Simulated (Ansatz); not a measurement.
## Geometry relaxation, with input and output: Si47C (charge +1) (part 1 of 4)

- system: Si47C (defect cell, 48 atoms in the cell, total charge +1)
- method: DFT PBE, scalar-relativistic, plane waves, PAW, spin-polarised (Ansatz 0.2.0)

The structure derives from a Materials Project entry. It belongs to a series of runs on one base structure; here: C on a Si site (f), charge +1, atoms relaxed at the host's cell.

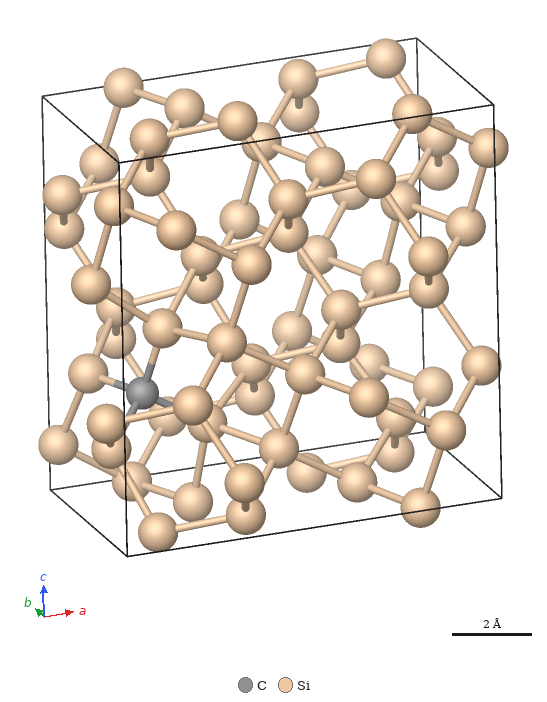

*The input geometry (ball-and-stick view of the cell of the calculation, seen slightly off an axis).*

## Results in brief

- outcome: converged
- electrons treated: 191
- free energy: −30137.7337 eV
- Fermi energy: 5.747 eV
- gap on the k-point mesh: 0.16 eV
- net moment of the cell: 0.00 μB
- integrated absolute moment: 0.00 μB
- final volume: 981.12 Å³
- largest force (length of the vector) at the end: 0.005 eV/Å
- hardware: 4 threads of Arm Neoverse V1, 24 GiB of memory available, shared host
- wall time: 2.2 min (CPU time 8.6 min)
- peak memory: 2.8 GiB

## Notes

The program warns: some starting moments were not kept.

## Input
```yaml
crystal:
  lattice:
    - [7.7025612697, 1.0e-10, -6.3650227274]
    - [-3.8512806348, -6.6706137338, -6.3650227274]
    - [-3.8512806349, 6.6706137337, -6.3650227274]
  atoms:
    - { symbol: C, position: [0.1457273412, 0.4790606745, 0.3123940078], spin: 0.2 }
    - { symbol: Si, position: [0.306462483, 0.6407608012, 0.9848788445] }
    - { symbol: Si, position: [0.9830034447, 0.3181444227, 0.6395670333] }
    - { symbol: Si, position: [0.8182121779, 0.6397958164, 0.4740941345] }
    - { symbol: Si, position: [0.4729003666, 0.316336778, 0.1514777561] }
    - { symbol: Si, position: [0.6438499055, 0.4785373273, 0.814080723] }
    - { symbol: Si, position: [0.3074274678, 0.1515455112, 0.4731291497] }
    - { symbol: Si, position: [0.9848110894, 0.8062337, 0.1496701114] }
    - { symbol: Si, position: [0.145203994, 0.9807473896, 0.8105165722] }
    - { symbol: Si, position: [0.6474140563, 0.9771832389, 0.3118706606] }
    - { symbol: Si, position: [0.8126169633, 0.1459502966, 0.97928363] }
    - { symbol: Si, position: [0.4808576427, 0.8141909761, 0.6475243094] }
    - { symbol: Si, position: [0.1472205704, 0.3171003219, 0.9861567699] }
    - { symbol: Si, position: [0.3086880728, 0.4789015408, 0.6368327652] }
    - { symbol: Si, position: [0.9837669886, 0.1528234366, 0.3138872371] }
    - { symbol: Si, position: [0.8194901033, 0.4805539038, 0.1504336552] }
    - { symbol: Si, position: [0.4788681582, 0.1470404496, 0.8118845374] }
    - { symbol: Si, position: [0.6457718019, 0.3107779095, 0.4791034755] }
    - { symbol: Si, position: [0.3124368088, 0.9791051352, 0.1441112428] }
    - { symbol: Si, position: [0.9774445762, 0.6457701421, 0.8124384686] }
    - { symbol: Si, position: [0.1455682075, 0.8034994318, 0.4753547394] }
    - { symbol: Si, position: [0.6452178707, 0.8122014916, 0.9803737829] }
    - { symbol: Si, position: [0.8137071163, 0.9785512041, 0.6455348249] }
    - { symbol: Si, position: [0.4701660985, 0.6420214061, 0.3122348741] }
    - { symbol: Si, position: [0.0383951432, 0.3717284765, 0.2050618099], spin: 0.2 }
    - { symbol: Si, position: [0.1867024873, 0.5200300797, 0.849747871] }
    - { symbol: Si, position: [0.8553081775, 0.1881868042, 0.5224342271] }
    - { symbol: Si, position: [0.6830812043, 0.5200358206, 0.353363413] }
    - { symbol: Si, position: [0.3557675605, 0.1886415108, 0.0215201375] }
    - { symbol: Si, position: [0.5183321159, 0.3551716697, 0.6859858227] }
    - { symbol: Si, position: [0.1866967464, 0.0164145376, 0.353369154] }
    - { symbol: Si, position: [0.8548534709, 0.6891008938, 0.0219748442] }
    - { symbol: Si, position: [0.0218383363, 0.8526524894, 0.6849987825] }
    - { symbol: Si, position: [0.519319156, 0.8516654492, 0.188505003] }
    - { symbol: Si, position: [0.687441931, 0.0207752643, 0.8541085976] }
    - { symbol: Si, position: [0.356594462, 0.6899277953, 0.5232611286] }
    - { symbol: Si, position: [0.0232740967, 0.1931614396, 0.8542367676] }
    - { symbol: Si, position: [0.181508761, 0.3717014624, 0.4902505293], spin: 0.2 }
    - { symbol: Si, position: [0.8598281063, 0.0209034343, 0.1899407634] }
    - { symbol: Si, position: [0.687570101, 0.3566074301, 0.0264947729] }
    - { symbol: Si, position: [0.3526548172, 0.0265553088, 0.6845935791] }
    - { symbol: Si, position: [0.520894557, 0.1851752583, 0.3548293262] }
    - { symbol: Si, position: [0.1881626595, 0.8542278903, 0.0185085916] }
    - { symbol: Si, position: [0.851841925, 0.5214959928, 0.6875612236] }
    - { symbol: Si, position: [0.0383681291, 0.6569171959, 0.3481754277], spin: 0.2 }
    - { symbol: Si, position: [0.5179269124, 0.6859881506, 0.8598886421] }
    - { symbol: Si, position: [0.6932219754, 0.8512602458, 0.5193214839] }
    - { symbol: Si, position: [0.3235838626, 0.5148420944, 0.2050347957], spin: 0.2 }
  host:
    lattice:
      - [3.8512806348, 0.0, 0.0]
      - [-1.9256403174, 3.3353068669, 0.0]
      - [0.0, 0.0, 6.3650227274]
    atoms:
      - { symbol: Si, position: [0.3333333333, 0.6666666667, 0.0629309403] }
      - { symbol: Si, position: [0.6666666667, 0.3333333333, 0.5629309403] }
      - { symbol: Si, position: [0.3333333333, 0.6666666667, 0.4370690597] }
      - { symbol: Si, position: [0.6666666667, 0.3333333333, 0.9370690597] }
total_charge: 1
basis:
  ecutwfc: 420
  xc_grid: 2
kpoints:
  mp_grid: { grid: [2, 2, 2], shift: [0.5, 0.5, 0.5] }
hamiltonian:
  xc: pbe
scf:
  occupations: { method: gaussian, width: 0.02 }
output:
  forces: true
  stress: false
  eigenvalues: true
  populations: true
  charged_corrections:
    defect_position: [0.14568969, 0.47902302, 0.31235635]
    epsilon: [[12.6179, 0.0, 0.0], [0.0, 12.6179, 0.0], [0.0, 0.0, 13.7065]]
  write_density: true
  write_potential: true
  elf: true
  volumetric_format: npy
magnetization:
  spin_polarized: true
relax:
  adjacent_minimum: "off"
  f_tol: 0.025
  max_steps: 45
```

Run as:
```bash
ansatz run input.yaml --threads 4 --pin off --max-ram 6144MiB --backend cpu --events-out ev --progress --plain --runs-dir out
```

## Output
```
Engine: ansatz 0.2.0, aarch64-unknown-linux-gnu
Pseudopotentials: kind: paw
Pseudopotential: C, paw, valence charge 4, recommended cutoff 420 eV (normal), C.paw.azcp
Pseudopotential: Si, paw, valence charge 4, recommended cutoff 420 eV (normal), Si.paw.azcp
Functional definition: PBE
  parameter kappa = 0.804
  parameter beta = 0.06672455060314922
  exchange = pbe_x(kappa = kappa, mu = beta*pi^2/3)
  correlation = pbe_c(beta = beta)
Crystal: 48 atoms, lattice volume = 981.120 Å³
Basis set: ecut = 420 eV, 19113 PW (Γ), exchange–correlation on 144×144×144 points (8 copies of the dense FFT grid, shifted against one another)
Bands: 144, of which v1, the nominal top of the filled ones, is band 96 counted from 1 (95 counted from 0)
Symmetry: 3 space group operations
Space group: R3 (ITA 146), of the structure as read, at distance tolerance 9.9e-5 Å
Magnetic group: BNS 146.10 (UNI 1240), of the structure as read, at distance tolerance 9.9e-5 Å
k-points: 2 of 8 (time reversal used)
Non-local potential: C, projectors of the file, l = 0: 2, l = 1: 2, l = 2: 1
Non-local potential: Si, projectors of the file, l = 0: 2, l = 1: 2, l = 2: 2
PAW form: soft (Blöchl's): semilocal exchange-correlation on the pseudo side does not see the compensation charge
PAW one-centre angular grid: C, 110 points (default); XC on 64 Gauss nodes
PAW one-centre angular grid: Si, 110 points (default); XC on 64 Gauss nodes
Initial density: superposition of atomic densities (chi_scale 0.1, normalization cell, long waves kept (reshape's long-wave potential 0.18 eV rms))
Starting moments: Σ|m| = 1 μB on 5 of 48 sites
Initial wavefunctions: pseudopotential atomic-orbital guess
Functional: x = pbe(κ = 0.804, μ = 0.2195149727645171), c = pbe(β = 0.06672455060314922)
SCF iter   1: F=—  HF=-30142.205703 eV  |F-HF|=—  |Δ(HF+E_count)|=         —  Δρ=2.26e-2 (↑2.24e-2 ↓2.26e-2)  dr2=2.09e1  dr2_m=2.67e-2  M=0.000 μB ∫|m|=0.237 μB  β_m=0.30  ethr=3.10e-3  ⟨swp⟩=6.0  Hψ=2656  notcnv=0  defer=72
preconditioner: auto → Resta (q_TF=auto, 2.077 Å⁻¹)  ε∞=5.3  [insulator: Δε(μ)=0.126 eV  Ē_g=7.892 eV  σ=0.020 eV  W_gap=1.00  n_scr=154 (ndim 8)  ℏωp=16.4 eV  f_vac=0.000  D(μ)=0.00/eV (n_scr^D=0)  ε∞_Penn≈5.3]
spin=Collinear: Resta preconditioning applied to the charge; magnetization (m = ρ↑ − ρ↓) channel mixes plain (no charge-response kernel on spin).
SCF iter   2: F=—  HF=-30140.056165 eV  |F-HF|=—  |Δ(HF+E_count)|=    2.15e0  Δρ=1.67e-2 (↑1.66e-2 ↓1.67e-2)  dr2=1.11e1  dr2_m=1.43e-2  M=0.000 μB ∫|m|=0.187 μB  β_m=0.30  ethr=3.10e-3  ⟨swp⟩=1.0  Hψ=664  notcnv=0  defer=106
SCF iter   3: F=—  HF=-30137.686742 eV  |F-HF|=—  |Δ(HF+E_count)|=    2.37e0  Δρ=3.11e-3 (↑2.92e-3 ↓3.11e-3)  dr2=6.60e-1  dr2_m=7.51e-3  M=0.000 μB ∫|m|=0.147 μB  β_m=0.30  ethr=3.10e-3  ⟨swp⟩=3.0  Hψ=855  notcnv=0  defer=106
SCF iter   4: F=—  HF=-30137.650264 eV  |F-HF|=—  |Δ(HF+E_count)|=   3.65e-2  Δρ=1.62e-3 (↑1.42e-3 ↓1.62e-3)  dr2=1.29e-1  dr2_m=4.10e-3  M=0.000 μB ∫|m|=0.114 μB  β_m=0.30  ethr=3.46e-4  ⟨swp⟩=2.5  Hψ=760  notcnv=0  defer=162
SCF iter   5: F=—  HF=-30137.685233 eV  |F-HF|=—  |Δ(HF+E_count)|=   3.50e-2  Δρ=1.02e-3 (↑9.32e-4 ↓1.02e-3)  dr2=2.67e-2  dr2_m=2.26e-3  M=0.000 μB ∫|m|=0.089 μB  β_m=0.30  ethr=6.77e-5  ⟨swp⟩=3.0  Hψ=794  notcnv=0  defer=162
SCF iter   6: F=—  HF=-30137.717834 eV  |F-HF|=—  |Δ(HF+E_count)|=   3.26e-2  Δρ=4.88e-4 (↑4.88e-4 ↓3.65e-4)  dr2=3.10e-3  dr2_m=1.26e-3  M=0.000 μB ∫|m|=0.069 μB  β_m=0.30  ethr=1.40e-5  ⟨swp⟩=2.0  Hψ=826  notcnv=0  defer=162
SCF iter   7: F=—  HF=-30137.721817 eV  |F-HF|=—  |Δ(HF+E_count)|=   3.98e-3  Δρ=3.24e-4 (↑3.24e-4 ↓2.74e-4)  dr2=6.92e-4  dr2_m=7.09e-4  M=0.000 μB ∫|m|=0.055 μB  β_m=0.30  ethr=1.62e-6  ⟨swp⟩=2.2  Hψ=934  notcnv=0  defer=162
Mixer restart at iter 7: flushing history
spin-set hold released at iteration 7 (site moments contracting): the magnetisation degrees of freedom join the quasi-Newton model from the next iteration; the mixer history was flushed
SCF iter   8: F=—  HF=-30137.722403 eV  |F-HF|=—  |Δ(HF+E_count)|=   5.86e-4  Δρ=2.38e-4 (↑2.38e-4 ↓2.12e-4)  dr2=3.11e-4  dr2_m=4.03e-4  M=0.000 μB ∫|m|=0.043 μB  β_m=0.65  ethr=3.62e-7  ⟨swp⟩=1.5  Hψ=599  notcnv=0  defer=162
SCF iter   9: F=—  HF=-30137.723390 eV  |F-HF|=—  |Δ(HF+E_count)|=   9.87e-4  Δρ=3.79e-5 (↑3.79e-5 ↓2.77e-5)  dr2=1.84e-5  dr2_m=7.19e-6  M=0.000 μB ∫|m|=0.010 μB  β_m=0.75  ethr=1.63e-7  ⟨swp⟩=2.0  Hψ=794  notcnv=0  defer=162
SCF iter  10: F=—  HF=-30137.723440 eV  |F-HF|=—  |Δ(HF+E_count)|=   5.02e-5  Δρ=1.38e-5 (↑1.03e-5 ↓1.38e-5)  dr2=6.29e-6  dr2_m=5.89e-7  M=-0.000 μB ∫|m|=0.003 μB  β_m=0.77  ethr=8.18e-9  ⟨swp⟩=21.2  Hψ=6593  notcnv=0
SCF iter  11: F=—  HF=-30137.723446 eV  |F-HF|=—  |Δ(HF+E_count)|=   6.18e-6  Δρ=4.12e-6 (↑4.11e-6 ↓4.12e-6)  dr2=6.77e-7  dr2_m=6.38e-8  M=-0.000 μB ∫|m|=0.001 μB  β_m=0.88  ethr=3.29e-9  ⟨swp⟩=10.5  Hψ=4197  notcnv=0
SCF iter  12: F=-30137.723448 eV  HF=-30137.723447 eV  |F-HF|=1.67e-8  |Δ(HF+E_count)|=   1.07e-6  Δρ=9.24e-7 (↑9.24e-7 ↓7.94e-7)  dr2=3.71e-8  dr2_m=2.89e-9  M=0.000 μB ∫|m|=0.000 μB  ethr=3.55e-10  ⟨swp⟩=9.5  Hψ=3618  notcnv=0
WARN: the starting moments were not kept: the SCF closed with an absolute magnetisation of 1.4e-4 μB, where they sum to 1 μB in size (5 sites). That is at most 0.1 of that sum. Measured as dr2_m measures the in/out step, that magnetisation stands 3.8e-10 eV from none, at or under the dr2_threshold of 1.6e-5 eV: it is no larger than a step whose dr2_m would equal this threshold. The system may hold no moment; this SCF shows only that its start led to no more than that. To try another start: raise the starting moments (crystal.atoms[].spin, magnetization.per_species, magnetization.initial_magnetization, or on a non-collinear deck that types none of these the spinor_matrix: blocks that start its atoms; where the total moment is fixed, keep their sum and leave initial_magnetization as it is; typed ones take the place of any that the run laid by itself, positive ones on a crystal's lanthanoids without a Hubbard term where scf.initial_density.shell_occupations: [] is typed) or, if the notice of its spin-set hold's release reads "site moments contracting" or "site moments show no strong build", lengthen the hold (scf.mixing.spin_hold: { on: { confirm: 4 } }; for m-r²SCAN on two components see the key's manual first). Each may lead to a state that holds a moment. A second SCF, from the converged charge density, with the starting moments and any scf.initial_density.shell_occupations laid on it anew, would have followed, and was not run: the deck does not ask for one (magnetization.retry_lost_moments is false, the default). To let it run, set magnetization.retry_lost_moments: true and run the deck again, where that key's refused combinations let it; where memory then withholds it, that run's warning says so.
SCF 1 converged in 12 iterations: F = -30137.723448 eV  dr2 = 3.71e-8
  greatest PAW one-centre occupation: 0.634 electrons in one spin orbital (limit 2), on the C atom at site 0 (counted from 0), in its partial waves of l = 0
relax step   1: F+E_penalty+E_count = -30137.72344751 eV  Δ(F+E_penalty+E_count) = +0.000e0 eV  max|allowed force component| = 1.258e-1 eV/Å  Δτ_max = 0.0000 Å  (12 SCF iters, dr2 threshold 1.56e-5 eV, accepted)
Initial density: handed on by an earlier stage of this run
Starting moments: Σ|m| = 1 μB on 5 of 48 sites; this step starts from the density that it was given
Initial wavefunctions: those handed on with the density
iter 1 solved again at ethr=3.87e-7 eV; its pass at ethr=3.10e-3 eV (dr2=7.38e-4 eV) is discarded
SCF iter   1: F=—  HF=-30137.733287 eV  |F-HF|=—  |Δ(HF+E_count)|=         —  Δρ=1.66e-4 (↑1.65e-4 ↓1.66e-4)  dr2=8.68e-4  dr2_m=4.23e-7  M=-0.000 μB ∫|m|=0.001 μB  β_m=0.30  ethr=3.87e-7  ⟨swp⟩=3.0  Hψ=1924  notcnv=0  defer=162
preconditioner: auto → Resta (q_TF=auto, 2.077 Å⁻¹)  ε∞=5.4  [insulator: Δε(μ)=0.159 eV  Ē_g=7.769 eV  σ=0.020 eV  W_gap=1.00  n_scr=154 (ndim 8)  ℏωp=16.4 eV  f_vac=0.000  D(μ)=0.00/eV (n_scr^D=0)  ε∞_Penn≈5.4]
spin=Collinear: Resta preconditioning applied to the charge; magnetization (m = ρ↑ − ρ↓) channel mixes plain (no charge-response kernel on spin).
SCF iter   2: F=—  HF=-30137.733223 eV  |F-HF|=—  |Δ(HF+E_count)|=   6.45e-5  Δρ=1.21e-4 (↑1.20e-4 ↓1.21e-4)  dr2=4.53e-4  dr2_m=2.43e-7  M=-0.000 μB ∫|m|=0.001 μB  β_m=0.65  ethr=3.87e-7  ⟨swp⟩=1.0  Hψ=414  notcnv=0  defer=162
SCF iter   3: F=—  HF=-30137.733174 eV  |F-HF|=—  |Δ(HF+E_count)|=   4.81e-5  Δρ=2.62e-5 (↑2.62e-5 ↓2.60e-5)  dr2=3.82e-5  dr2_m=4.72e-9  M=-0.000 μB ∫|m|=0.000 μB  β_m=0.60  ethr=2.37e-7  ⟨swp⟩=2.2  Hψ=757  notcnv=0  defer=162
SCF iter   4: F=—  HF=-30137.733169 eV  |F-HF|=—  |Δ(HF+E_count)|=   5.02e-6  Δρ=5.69e-6 (↑5.69e-6 ↓5.60e-6)  dr2=2.19e-6  dr2_m=4.82e-10  M=-0.000 μB ∫|m|=0.000 μB  β_m=0.77  ethr=2.00e-8  ⟨swp⟩=2.0  Hψ=794  notcnv=0  defer=162
SCF iter   5: F=-30137.733170 eV  HF=-30137.733170 eV  |F-HF|=4.81e-8  |Δ(HF+E_count)|=   5.26e-7  Δρ=1.88e-6 (↑1.86e-6 ↓1.88e-6)  dr2=2.33e-7  dr2_m=2.25e-11  M=0.000 μB ∫|m|=0.000 μB  ethr=5.18e-10  ⟨swp⟩=15.0  Hψ=4354  notcnv=0
the starting moments were not kept: the SCF closed with an absolute magnetisation of 1.3e-5 μB, where they sum to 1 μB in size (5 sites). That is at most 0.1 of that sum. Measured as dr2_m measures the in/out step, that magnetisation stands 2.9e-12 eV from none, at or under the dr2_threshold of 9.9e-7 eV: it is no larger than a step whose dr2_m would equal this threshold.
SCF 2 converged in 5 iterations: F = -30137.733170 eV  dr2 = 2.33e-7
relax step   2: F+E_penalty+E_count = -30137.73317001 eV  Δ(F+E_penalty+E_count) = -9.723e-3 eV  max|allowed force component| = 6.056e-2 eV/Å  Δτ_max = 0.0079 Å  (5 SCF iters, dr2 threshold 9.89e-7 eV, accepted)
```
